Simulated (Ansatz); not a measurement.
Sn$_{2}$S$_{3}$ (slab)

```cif
data_structure
_symmetry_space_group_name_H-M 'P 1'
_symmetry_Int_Tables_number 1
_cell_length_a 3.6513
_cell_length_b 6.0589
_cell_length_c 24.4864
_cell_angle_alpha 90.000
_cell_angle_beta 90.000
_cell_angle_gamma 90.000
_cell_volume 541.71
loop_
_atom_site_label
_atom_site_type_symbol
_atom_site_fract_x
_atom_site_fract_y
_atom_site_fract_z
_atom_site_occupancy
Sn1 Sn 0.50000 0.97793 0.30495 1
S1 S 0.00000 0.22490 0.34676 1
S2 S 0.50000 0.74865 0.39426 1
Sn2 Sn 0.00000 0.99535 0.43567 1
S3 S 0.50000 0.24189 0.47733 1
S4 S 0.00000 0.75812 0.52267 1
Sn3 Sn 0.50000 0.00466 0.56433 1
S5 S 0.00000 0.25135 0.60574 1
S6 S 0.50000 0.77509 0.65324 1
Sn4 Sn 0.00000 0.02206 0.69505 1
```

The calculation used Ansatz 0.2.0, DFT PBEsol, scalar-relativistic, plane waves, PAW.

The density is the valence pseudo-density of a PAW calculation; it isn't the true density close to the nuclei.

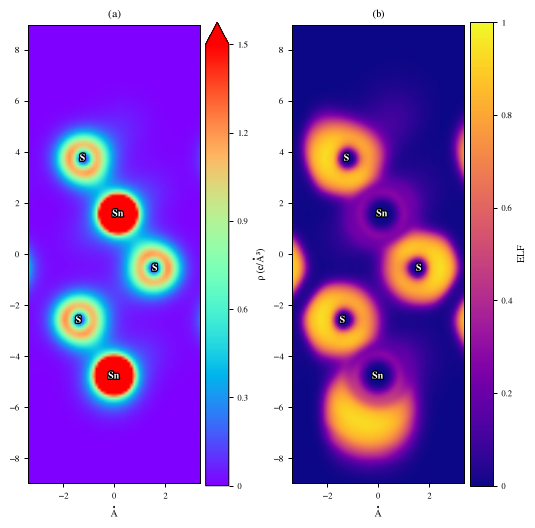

Figure 1. (a) valence charge density (pseudo); (b) electron localisation function on the (100) plane of the calculation cell, a cut from vacuum to vacuum.

**Describe what can be read from this map.**

The plane passes through Sn and S nuclei.
Sn–S (2.59 Å): ρ is about 0.43 e/Å³ halfway; the ELF peaks at about 0.85 in the valence shell of S, 0.8 Å from its nucleus, and is about 0.50 at the midpoint.
The density dies away to nearly zero in the vacuum.
The ELF also peaks beside S, away from the bonds: lone-pair regions.

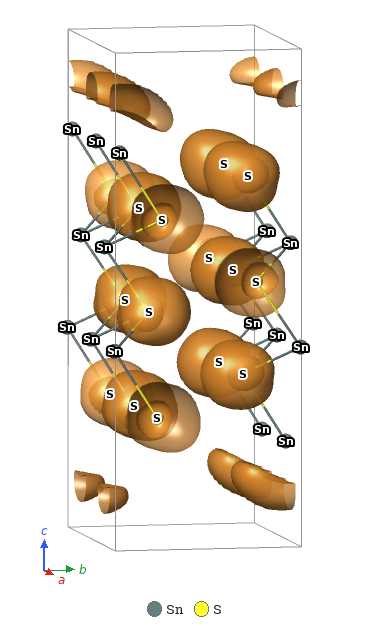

Figure 2. Isosurface of the electron localisation function at 0.75 (orange), seen slightly off an axis. Core shells and regions of very low density are left out. Sticks mark near contacts.

**Describe the localisation domains.**

The ELF exceeds this value in two lobes on Sn, pointing away from the bonds (lone pairs) and six regions wrapped around S (the valence shell of each), counted in one cell of 10 atoms. Counts are for one cell; the picture repeats the cell along the surface. Profiles from the grid: Sn–S (2.57 Å): the ELF peaks at about 0.85 in the valence shell of S, 0.8 Å from its nucleus, and is about 0.55 at the midpoint.

**Does the calculation make it a metal, or give it a gap?**

It is gapped, with a Kohn–Sham gap of 1.6 eV on the k-point mesh, an upper bound to the gap of this method.
